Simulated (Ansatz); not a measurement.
Input

```
crystal:
  lattice:
    - [0.0, 2.72185119, 2.72185119]
    - [2.72185119, 0.0, 2.72185119]
    - [2.72185119, 2.72185119, 0.0]
  atoms:
    - { symbol: Si, position: [0.75, 0.75, 0.75] }
    - { symbol: Si, position: [0.5, 0.5, 0.5] }
basis:
  ecutwfc: 420
kpoints:
  mp_grid: { grid: [8, 8, 8] }
hamiltonian:
  xc: pbe
scf:
  occupations: { method: gaussian, width: 0.02 }
output:
  forces: true
  stress: true
  eigenvalues: true
  write_density: true
  write_potential: true
  elf: true
  volumetric_format: npy
relax:
  adjacent_minimum: "off"
  f_tol: 0.005
  max_steps: 80
  cell: { stress_tol: 0.05 }
```

Launched as:

```sh
ansatz run input.yaml --threads 4 --pin off --max-ram 10240MiB --backend cpu --events-out ev --progress --plain --runs-dir out
```

Below, planes, directions and counts refer to the conventional cell (a = 5.47 Å, b = 5.47 Å, c = 5.47 Å, α = 90.00°, β = 90.00°, γ = 90.00°).

The fields are those of the relaxed geometry.

Space group Fd-3m; a structure from a database of computed crystals, not necessarily the ambient phase.

Method: DFT PBE, scalar-relativistic, plane waves, PAW in Ansatz 0.2.0.

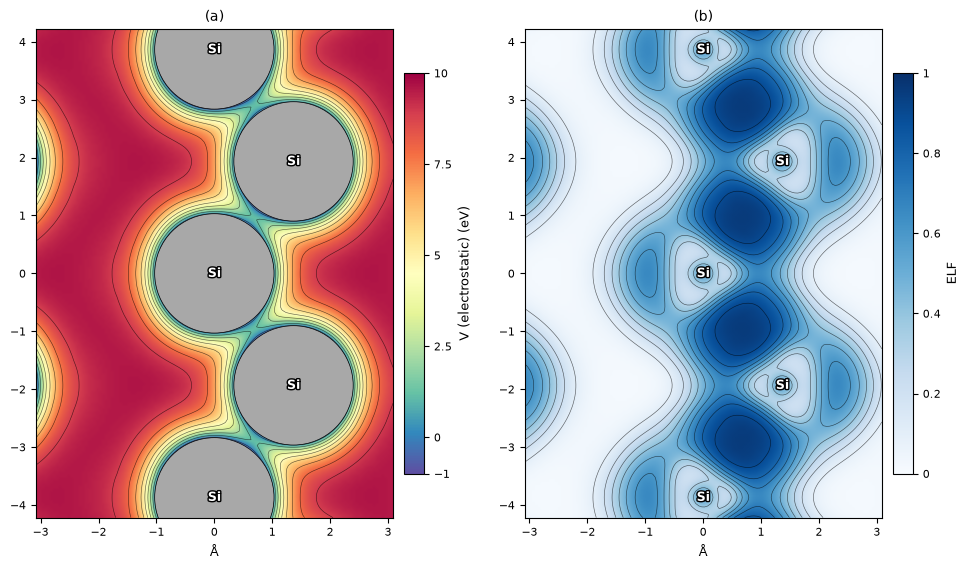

Si. (a) electrostatic potential energy of an electron; (b) ELF on the (101) plane of the conventional cell. Grey discs cover the atomic cores in the potential map.

Core electrons are frozen (PAW), and the valence fields are smoothed inside the atomic spheres.

**Describe what can be read from this map.**

The section cuts through Si sites. Si–Si (2.37 Å): the ELF peaks at about 0.95 between the atoms, as expected for localised, covalent bonding. Outside the cores the potential energy rises away from the atoms and is highest about 2.4 Å from the nearest atoms; its zero is arbitrary.

**Metal or insulator at this level of theory?**

It is gapped, with a Kohn–Sham gap of 0.65 eV on the k-point mesh, an upper bound to the gap of this method.
